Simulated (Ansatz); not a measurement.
# Si3C4: what the fields show

The calculation's input:

```
crystal:
  lattice:
    - [1.5187001162, 0.8768219209, 17.3233977184]
    - [-1.5187001162, 0.8768219209, 17.3233977184]
    - [0.0, -1.7536438418, 17.3233977184]
  atoms:
    - { symbol: Si, position: [0.4266106281, 0.4266106281, 0.4266106281] }
    - { symbol: Si, position: [0.7111404532, 0.7111404532, 0.7111404532] }
    - { symbol: Si, position: [0.2885319705, 0.2885319705, 0.2885319705] }
    - { symbol: Si, position: [0.5731626535, 0.5731626535, 0.5731626535] }
    - { symbol: Si, position: [0.1421287106, 0.1421287106, 0.1421287106] }
    - { symbol: Si, position: [0.8576457618, 0.8576457618, 0.8576457618] }
    - { symbol: C, position: [0.7474521373, 0.7474521373, 0.7474521373] }
    - { symbol: C, position: [0.0019332796, 0.0019332796, 0.0019332796] }
    - { symbol: C, position: [0.3248730937, 0.3248730937, 0.3248730937] }
    - { symbol: C, position: [0.0315826801, 0.0315826801, 0.0315826801] }
    - { symbol: C, position: [0.6095238595, 0.6095238595, 0.6095238595] }
    - { symbol: C, position: [0.8939908901, 0.8939908901, 0.8939908901] }
    - { symbol: C, position: [0.4629511242, 0.4629511242, 0.4629511242] }
    - { symbol: C, position: [0.1784727579, 0.1784727579, 0.1784727579] }
basis:
  ecutwfc: 420
kpoints:
  mp_grid: { grid: [12, 12, 12] }
  band_path:
    path:
      - [[0.0, 0.0, 0.0], [-0.5, -0.5, -0.5], [-0.5, -0.16837458, -0.83162542]]
      - [[-0.16837458, 0.16837458, -0.5], [0.0, 0.0, -0.5], [0.0, 0.0, 0.0], [0.0, 0.33418729, -0.33418729]]
      - [[-0.33418729, 0.0, -0.66581271], [-0.5, 0.0, -0.5], [0.0, 0.0, 0.0]]
    npoints: 10
hamiltonian:
  xc: pbe
scf:
  occupations: { method: gaussian, width: 0.02 }
  n_extra_bands: 35
output:
  forces: true
  stress: true
  eigenvalues: true
  populations: true
  dos: { projected: true, de: 0.02, nscf_kmesh: { grid: [18, 18, 18] } }
  bader: false
  write_density: true
  write_potential: true
  elf: true
  volumetric_format: npy
```

Launched as:

```sh
ansatz run input.yaml --threads 1 --pin off --max-ram 2560MiB --backend cpu --events-out ev --progress --plain --runs-dir out
```

Below, planes, directions and counts refer to the conventional cell (a = 3.04 Å, b = 3.04 Å, c = 51.97 Å, α = 90.00°, β = 90.00°, γ = 120.00°).

Space group R3m; a generated structure, not necessarily the stable one.

The calculation used DFT PBE, scalar-relativistic, plane waves, PAW in Ansatz.

The density is the valence pseudo-density of a PAW calculation; it isn't the true density close to the nuclei.

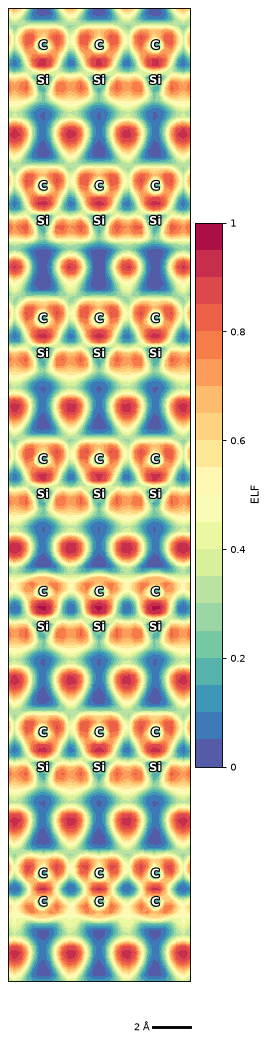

Figure 1. ELF on the (010) plane of the conventional cell.

What do the fields say about this system?

- Atoms in the plane: Si and C.
- Atoms just off the plane (Si, 0.9 Å away and C, 0.9 Å away) can leave unmarked features too.
- C–C (1.54 Å): the ELF peaks at about 0.95 between the atoms: a covalent bond.
- Si–C (1.89 Å): the ELF peaks at about 0.95 between the atoms; localised, covalent bonding.

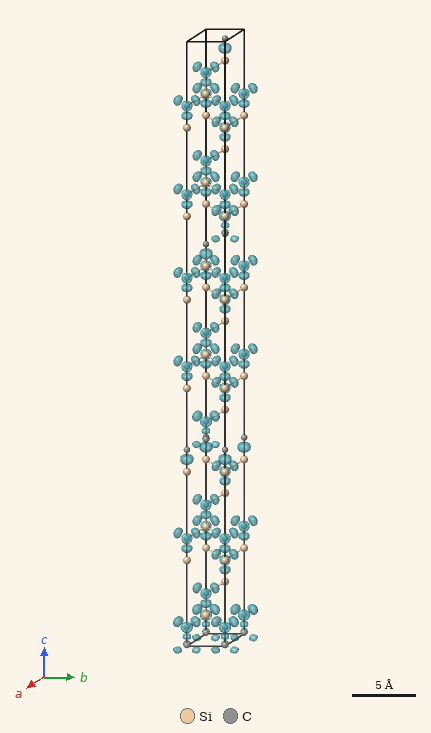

Figure 2. Isosurface of the ELF at 0.85 (cyan), seen at an oblique angle. Core shells and regions of very low density are left out. Sticks mark near contacts.

What do the ELF domains correspond to?

The ELF exceeds this value in three regions between bonded C–C atoms (shared pairs), 72 regions between bonded C–Si atoms (shared pairs) and nine regions wrapped around C (the valence shell of each), counted in one cell of 42 atoms. Any copies at cell faces, edges or corners count once.


 Si–C (1.87 Å): the ELF peaks at about 0.95 between the atoms: a shared electron pair.

Does the calculation make it a metal, or give it a gap?

It is gapped, with a Kohn–Sham gap of 1.1 eV on the k-point mesh, an upper bound to the gap of this method.
